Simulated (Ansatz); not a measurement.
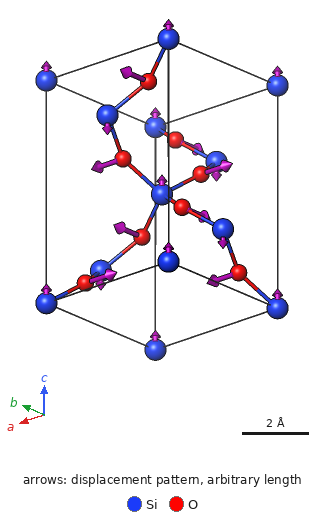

One vibrational mode of crystalline SiO2 at the zone centre. The purple arrows give the relative displacements of the atoms. The picture is a ball-and-stick view of the conventional cell (2 times the calculation's cell), seen from a free direction. Lengths and directions refer to the drawn axes.

Computed with DFT PBEsol, scalar-relativistic, plane waves, PAW in Ansatz 0.2.0. Settings: plane-wave cutoff 420 eV; k-point mesh 6 × 6 × 6; occupations fixed; no spin polarisation.

Frequencies are those without the non-analytic (LO–TO) term.

> Give the symmetry, activity and frequency of this mode.

This is the B₁ mode at 407 cm⁻¹, optical level 4 of 11, counted from below, Raman-active by symmetry. Atoms of one kind move against one another, with no net shift of any sublattice; it mainly bends the O–Si bonds; the kinetic energy is shared as O 90 %, Si 10 %.
